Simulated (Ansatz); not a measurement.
# C: geometry relaxation (part 1 of 2)

System: C (R-3m, 2 atoms in the cell).
Method: DFT PBE+D3(BJ), scalar-relativistic, plane waves, PAW, no spin polarisation (Ansatz 0.2.0).

The structure derives from an entry of the Crystallography Open Database. Figures and captions count atoms from 1; the log counts them from 0 in places.

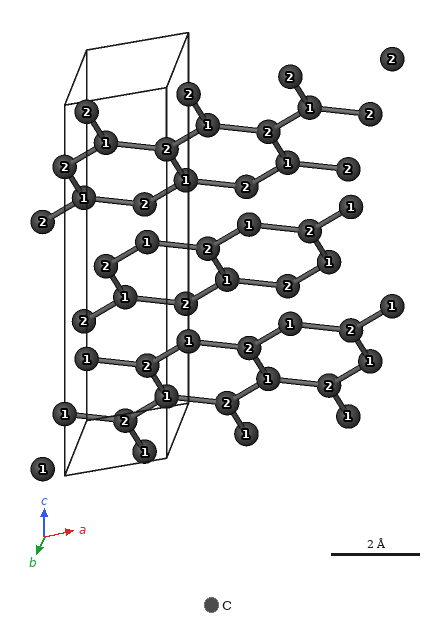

Fig. 1: The structure as given in the input (ball-and-stick view of the cell 3 times as large as that of the calculation, set on its symmetry axes, repeated 3 × 2 × 1, seen at an oblique angle; atoms are numbered from 1 in the order of the input). An atom can appear more than once, as a periodic image.

**Summary**

- outcome: converged
- space group (tolerance 0.01 Å): R-3m (166)
- electrons treated: 8
- free energy: −502.1694 eV
- Fermi energy: 7.006 eV
- gap on the k-point mesh: 0.66 eV
- pressure: 0.01 GPa
- final volume: 17.62 Å³
- largest force (length of the vector) at the end: 0.001 eV/Å
- final cell: a = 3.638 Å, b = 3.638 Å, c = 3.638 Å, α = 39.60°, β = 39.60°, γ = 39.60°
- hardware: 4 threads of Intel Xeon (Granite Rapids), 32 GiB of memory available, shared host
- wall time: 1.9 s (CPU time 6.2 s)
- peak memory: 0.37 GiB

**The input**
```yaml
crystal:
  lattice:
    - [1.2324490018, 0.711554763, 3.3368937073]
    - [-1.2324490018, 0.711554763, 3.3368937073]
    - [0.0, -1.4231095259, 3.3368937073]
  atoms:
    - { symbol: C, position: [0.1665867231, 0.1665867231, 0.1665867231] }
    - { symbol: C, position: [0.8334132769, 0.8334132769, 0.8334132769] }
basis:
  ecutwfc: 420
kpoints:
  mp_grid: { grid: [12, 12, 12] }
hamiltonian:
  xc: pbe
  dispersion: d3bj
scf:
  occupations: { method: gaussian, width: 0.02 }
output:
  forces: true
  stress: true
  eigenvalues: true
  write_density: true
  write_potential: true
  elf: true
  volumetric_format: npy
relax:
  adjacent_minimum: "off"
  f_tol: 0.005
  max_steps: 80
  cell: { stress_tol: 0.05 }
```

Launched with:
```bash
ansatz run input.yaml --threads 4 --pin off --max-ram 10240MiB --backend cpu --events-out ev --progress --plain --runs-dir out
```

**Log**
```
basis.fft_grid_basis auto: the FFT boxes are laid along the combinations [[1, -1, 0], [0, 1, 0], [0, -1, 1]] of the cell's own vectors, 2.465, 3.628 and 2.465 Å long. The dense box has 18×25×18 points. Along the cell's own vectors, as sized, it would have 25×25×25, 1.93 times as many. Of the 12 symmetry operations that the crystal satisfies within crystal.symmetry.tolerance (time reversal apart; of a slab, those that keep its plane) the dense box along the cell's own vectors carries 12, and the one as laid loses 8 of those. basis.fft_grid_basis: typed keeps the cell's own vectors: state it where this run's energies or levels are differenced outside the engine with another run's, or held beside a run that keeps those vectors. Those combinations have planes normal to reciprocal vector 3, as the cell's own vectors have. Each planar average written beside output.write_density, output.write_potential has a row for each plane of the box: 18. The volumetric files lie along those combinations, not along the cell's own vectors: a cube or XSF file states them, and fields.json those of NumPy files.
Engine: ansatz 0.2.0, x86_64-unknown-linux-gnu
Pseudopotentials: kind: paw
Pseudopotential: C, paw, valence charge 4, recommended cutoff 420 eV (normal), C.paw.azcp
Functional definition: PBE
  parameter kappa = 0.804
  parameter beta = 0.06672455060314922
  exchange = pbe_x(kappa = kappa, mu = beta*pi^2/3)
  correlation = pbe_c(beta = beta)
Crystal: 2 atoms, lattice volume = 17.558 Å³
Basis set: ecut = 420 eV, 341 PW (Γ), FFT grids on a1−a2, a2, −a2+a3, exchange–correlation on 36×50×36 points (8 copies of the dense FFT grid, shifted against one another)
Bands: 8, of which v1, the nominal top of the filled ones, is band 4 counted from 1 (3 counted from 0)
Symmetry: 12 space group operations
Space group: R-3m (ITA 166), of the structure as read, at distance tolerance 2.6e-5 Å
k-points: 189 of 1728
Non-local potential: C, projectors of the file, l = 0: 2, l = 1: 2, l = 2: 1
PAW form: soft (Blöchl's): semilocal exchange-correlation on the pseudo side does not see the compensation charge
PAW one-centre angular grid: C, 110 points (default); XC on 64 Gauss nodes
Initial density: superposition of atomic densities (neutral atoms: chi_scale 0, normalization atom), corrected by the library's trained network
Initial wavefunctions: pseudopotential atomic-orbital guess
Functional: x = pbe(κ = 0.804, μ = 0.2195149727645171), c = pbe(β = 0.06672455060314922)
SCF iter   1: F=—  HF=-502.168812 eV  |F-HF|=—  |Δ(HF+E_count)|=         —  Δρ=2.34e-3  dr2=7.00e-4  ethr=1.77e-3  ⟨swp⟩=5.0  Hψ=10233  notcnv=0
preconditioner: auto → none  [insulator: Δε(μ)=0.671 eV  Ē_g=18.449 eV  σ=0.020 eV  W_gap=1.00  n_scr=2 (ndim 8)  ℏωp=25.1 eV  f_vac=0.000  D(μ)=0.00/eV (n_scr^D=0)  ε∞_Penn≈2.8]
SCF iter   2: F=—  HF=-502.169321 eV  |F-HF|=—  |Δ(HF+E_count)|=   5.09e-4  Δρ=1.22e-3  dr2=1.80e-4  ethr=8.75e-6  ⟨swp⟩=2.9  Hψ=4463  notcnv=0
SCF iter   3: F=—  HF=-502.169416 eV  |F-HF|=—  |Δ(HF+E_count)|=   9.48e-5  Δρ=2.43e-4  dr2=7.37e-6  ethr=2.25e-6  ⟨swp⟩=2.0  Hψ=2829  notcnv=0
SCF iter   4: F=—  HF=-502.169421 eV  |F-HF|=—  |Δ(HF+E_count)|=   4.99e-6  Δρ=7.46e-5  dr2=3.91e-7  ethr=9.22e-8  ⟨swp⟩=2.3  Hψ=2242  notcnv=0
iter 5 did not close the SCF: its close was put off for the readings that it lacked (scf_convergence_deferred on its scf_iter line)
SCF iter   5: F=-502.169421 eV  HF=-502.169421 eV  |F-HF|=6.97e-10  |Δ(HF+E_count)|=   3.00e-7  Δρ=4.63e-6  dr2=2.14e-9  ethr=4.89e-9  ⟨swp⟩=2.1  Hψ=2147  notcnv=0
SCF iter   6: F=-502.169421 eV  HF=-502.169421 eV  |F-HF|=2.55e-11  |Δ(HF+E_count)|=   1.11e-9  Δρ=4.41e-7  dr2=1.29e-11  ethr=2.67e-11  ⟨swp⟩=5.3  Hψ=7310  notcnv=0
SCF 1 converged in 6 iterations: F = -502.169421 eV  dr2 = 1.29e-11
  greatest PAW one-centre occupation: 0.673 electrons in one spin orbital (limit 2), on the C atom at site 1 (counted from 0), in its partial waves of l = 0
relax step   1: F+E_penalty+E_count = -502.16942082 eV  Δ(F+E_penalty+E_count) = +0.000e0 eV  max|allowed force component| = 1.494e-3 eV/Å  Δτ_max = 0.0000 Å  P = +0.097 GPa  Ω = 17.558 Å³  (6 SCF iters, accepted)
Crystal: 2 atoms, lattice volume = 17.600 Å³
Initial density: handed on by an earlier stage of this run
Initial wavefunctions: those handed on with the density
iter 1 solved again at ethr=3.94e-7 eV; its pass at ethr=3.10e-3 eV (dr2=3.15e-5 eV) is discarded
SCF iter   1: F=—  HF=-502.169286 eV  |F-HF|=—  |Δ(HF+E_count)|=         —  Δρ=3.30e-4  dr2=2.57e-5  ethr=3.94e-7  ⟨swp⟩=2.2  Hψ=13545  notcnv=0
preconditioner: auto → none  [insulator: Δε(μ)=0.667 eV  Ē_g=18.419 eV  σ=0.020 eV  W_gap=1.00  n_scr=2 (ndim 8)  ℏωp=25.0 eV  f_vac=0.000  D(μ)=0.00/eV (n_scr^D=0)  ε∞_Penn≈2.8]
SCF iter   2: F=—  HF=-502.169285 eV  |F-HF|=—  |Δ(HF+E_count)|=   1.12e-6  Δρ=1.44e-4  dr2=4.85e-6  ethr=3.21e-7  ⟨swp⟩=2.0  Hψ=2071  notcnv=0
iter 3 did not close the SCF: its close was put off for the readings that it lacked (scf_convergence_deferred on its scf_iter line)
SCF iter   3: F=-502.169284 eV  HF=-502.169284 eV  |F-HF|=2.57e-8  |Δ(HF+E_count)|=   1.03e-6  Δρ=1.73e-5  dr2=2.65e-8  ethr=6.06e-8  ⟨swp⟩=2.9  Hψ=2276  notcnv=0
iter 4 did not close the SCF: its close was put off for the readings that it lacked (scf_convergence_deferred on its scf_iter line)
SCF iter   4: F=-502.169284 eV  HF=-502.169284 eV  |F-HF|=3.73e-11  |Δ(HF+E_count)|=   2.70e-8  Δρ=7.77e-7  dr2=6.36e-11  ethr=3.31e-10  ⟨swp⟩=2.6  Hψ=2090  notcnv=0
iter 5 did not close the SCF: its close was put off for the readings that it lacked (scf_convergence_deferred on its scf_iter line)
SCF iter   5: F=-502.169284 eV  HF=-502.169284 eV  |F-HF|=3.47e-12  |Δ(HF+E_count)|=  8.57e-11  Δρ=1.43e-7  dr2=1.28e-12  ethr=1.00e-12  ⟨swp⟩=2.5  Hψ=2292  notcnv=0
SCF iter   6: F=-502.169284 eV  HF=-502.169284 eV  |F-HF|=1.14e-13  |Δ(HF+E_count)|=  3.87e-12  Δρ=1.15e-8  dr2=1.05e-14  ethr=1.00e-12  ⟨swp⟩=4.1  Hψ=5777  notcnv=0
SCF 2 converged in 6 iterations: F = -502.169284 eV  dr2 = 1.05e-14
relax step   2: F+E_penalty+E_count = -502.16928389 eV  Δ(F+E_penalty+E_count) = +1.369e-4 eV  max|allowed force component| = 9.162e-4 eV/Å  Δτ_max = 0.0001 Å  P = +0.024 GPa  Ω = 17.600 Å³  energy of the carried Pulay correction = -1.620e-4 eV  (6 SCF iters, accepted)
Initial wavefunctions: pseudopotential atomic-orbital guess (no wavefunctions were taken with the density)
iter 1 solved again at ethr=1.62e-7 eV; its pass at ethr=3.10e-3 eV (dr2=1.30e-5 eV) is discarded
SCF iter   1: F=—  HF=-502.169400 eV  |F-HF|=—  |Δ(HF+E_count)|=         —  Δρ=1.44e-5  dr2=6.24e-9  ethr=1.62e-7  ⟨swp⟩=2.6  Hψ=14299  notcnv=0
eigensolver tolerance schedule: the retry pair's looser diagonalisation over-reported the residual by 2077.22 of it (diagonalisation noise at 0.12 of the residual, at the tolerance the schedule requests for it); recorded, not acted on — ethr = c·dr2/N_el stays at c = 1.0e-1
preconditioner: auto → none  [insulator: Δε(μ)=0.666 eV  Ē_g=18.421 eV  σ=0.020 eV  W_gap=1.00  n_scr=2 (ndim 8)  ℏωp=25.0 eV  f_vac=0.000  D(μ)=0.00/eV (n_scr^D=0)  ε∞_Penn≈2.8]
SCF iter   2: F=—  HF=-502.169406 eV  |F-HF|=—  |Δ(HF+E_count)|=   5.75e-6  Δρ=6.97e-6  dr2=1.01e-9  ethr=7.81e-11  ⟨swp⟩=3.0  Hψ=2563  notcnv=0
SCF iter   3: F=—  HF=-502.169406 eV  |F-HF|=—  |Δ(HF+E_count)|=   6.93e-9  Δρ=1.75e-6  dr2=6.33e-11  ethr=1.26e-11  ⟨swp⟩=2.1  Hψ=2215  notcnv=0
iter 4 did not close the SCF: its close was put off for the readings that it lacked (scf_convergence_deferred on its scf_iter line)
SCF iter   4: F=-502.169406 eV  HF=-502.169406 eV  |F-HF|=1.36e-12  |Δ(HF+E_count)|=  5.28e-10  Δρ=8.83e-8  dr2=1.72e-12  ethr=1.00e-12  ⟨swp⟩=2.1  Hψ=2239  notcnv=0
iter 5 did not close the SCF: its close was put off for the readings that it lacked (scf_convergence_deferred on its scf_iter line)
SCF iter   5: F=-502.169406 eV  HF=-502.169406 eV  |F-HF|=1.71e-13  |Δ(HF+E_count)|=  1.65e-12  Δρ=7.00e-9  dr2=1.07e-14  ethr=1.00e-12  ⟨swp⟩=1.0  Hψ=1512  notcnv=0
iter 6 did not close the SCF: its close was put off for the readings that it lacked (scf_convergence_deferred on its scf_iter line)
SCF iter   6: F=-502.169406 eV  HF=-502.169406 eV  |F-HF|=1.71e-13  |Δ(HF+E_count)|=  5.68e-14  Δρ=1.26e-9  dr2=1.25e-16  ethr=1.00e-12  ⟨swp⟩=1.0  Hψ=1512  notcnv=0
iter 7 did not close the SCF: its close was put off for the readings that it lacked (scf_convergence_deferred on its scf_iter line)
SCF iter   7: F=-502.169406 eV  HF=-502.169406 eV  |F-HF|=5.68e-14  |Δ(HF+E_count)|=  5.68e-14  Δρ=3.88e-10  dr2=1.98e-17  ethr=1.00e-12  ⟨swp⟩=1.0  Hψ=1512  notcnv=0
SCF iter   8: F=-502.169406 eV  HF=-502.169406 eV  |F-HF|=1.14e-13  |Δ(HF+E_count)|=    0.00e0  Δρ=1.73e-10  dr2=6.66e-18  ethr=1.00e-12  ⟨swp⟩=2.1  Hψ=4356  notcnv=0
SCF 3 converged in 8 iterations: F = -502.169406 eV  dr2 = 6.66e-18
relax step   3: F+E_penalty+E_count = -502.16940571 eV  Δ(F+E_penalty+E_count) = -1.218e-4 eV  max|allowed force component| = 9.307e-4 eV/Å  Δτ_max = 0.0000 Å  P = +0.038 GPa  Ω = 17.600 Å³  stress off target by 5.65e-2 GPa  SCF on the basis re-selected at this cell (its energy is not comparable with the rows above)  (8 SCF iters)
basis re-selected at this cell: Δ(F+E_penalty+E_count) = -1.218e-4 eV, ΔP = +0.014 GPa vs the last step (what re-selecting the basis moved, of the pressure what is left beyond the Pulay correction that the steps carried, after the strain that the cell walked since its last selection, with what the two solves' SCF thresholds leave and, on support functions, any second-order correction that the steps lacked; it is no measure of the basis error at this ecutwfc). This SCF's stress stands 5.65e-2 GPa from its target on what of the cell is left free (relax.cell.stress_tol is 5.00e-2 GPa) and its largest allowed force component is 9.31e-4 eV/Å (relax.f_tol is 5.00e-3 eV/Å): not within both, so this SCF does not close the relaxation
Crystal: 2 atoms, lattice volume = 17.621 Å³
iter 1 solved again at ethr=9.90e-8 eV; its pass at ethr=3.10e-3 eV (dr2=7.92e-6 eV) is discarded
```
